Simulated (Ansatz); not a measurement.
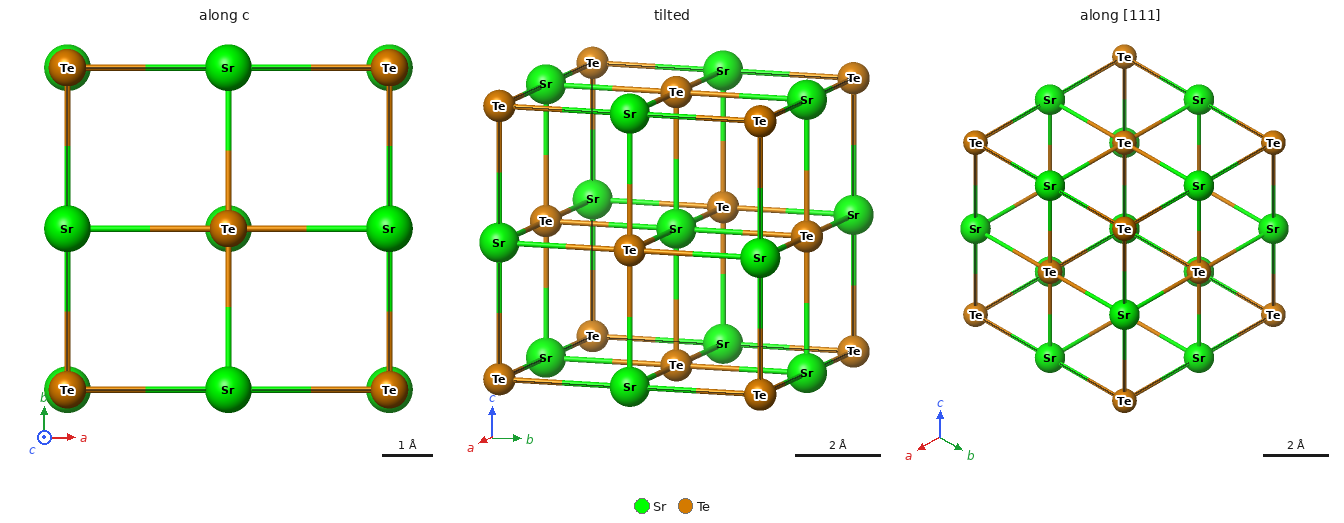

The image is a ball-and-stick drawing of a crystal, viewed along the c axis, slightly off an axis and along [111]. Lines trace the edges of the conventional unit cell.

The box has a = 6.52 Å, b = 6.52 Å, c = 6.52 Å, α = 90.00°, β = 90.00°, γ = 90.00°.

Counted as bonded: Sr–Te up to 4.11 Å (cut-off distances).

Work out the formula from the picture.

SrTe. The cell holds 4 Sr, 4 Te, counting shared atoms by their share.

To which lattice type does it belong?

Face-centred cubic.

State the space group and its number.

Fm-3m (No. 225), with Sr on 4b and Te on 4a.

What is Sr bonded to?

Each Sr has six Te in an octahedral arrangement at about 3.3 Å.

Does the bonding give isolated units, chains, sheets or a framework?

The bonds build a three-dimensional framework.

Origin of the cell: a structure type known for this compound. The cell was then strained or its atoms displaced on purpose. An electronic-structure calculation with Ansatz was run on it.
